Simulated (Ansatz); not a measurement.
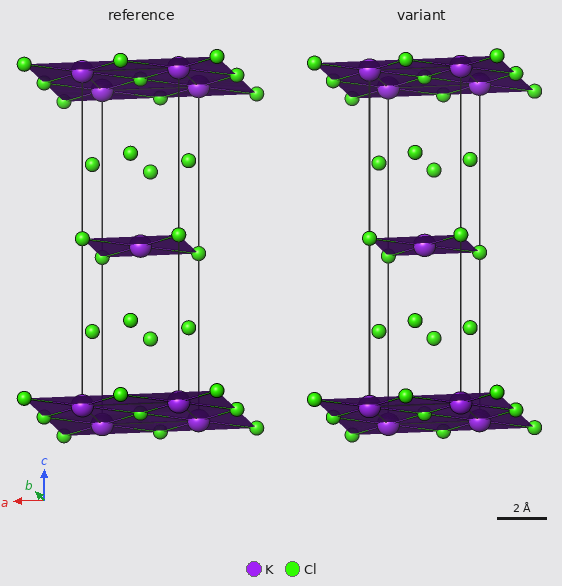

Left: a symmetric starting cell of KCl3. Right: the same structure after one change, at the same scale. Style: polyhedral. Shown: the conventional cell (2 times the calculation's cell), from a free direction. Lengths and directions refer to the drawn axes.

Theory: DFT PBEsol, scalar-relativistic, plane waves, PAW (Ansatz 0.2.0). Set-up: plane-wave cutoff 420 eV; k-point mesh 14 × 14 × 14; occupations gaussian; smearing width 0.1 eV; no spin polarisation.

What was changed?

Answer. The cell is strained by +0.7 % along c and −5.3 % across it (volume −9.7 %), the atoms keeping their fractional coordinates. No relaxation follows. The starting cell wasn't computed here and needn't be at equilibrium, so pressure and forces aren't due to the change alone.

And its effect?

Answer. Among the bonded contacts that change: Cl–K 2.895 → 2.742 Å. The space group stays I4/mmm (No. 139). The pressure is 1.8 GPa (not all of it need come from the change, since the unchanged cell can be under pressure at this level too). The principal stresses (compression positive) are −0.1 GPa along c and 2.7 GPa across it. All forces vanish by symmetry.
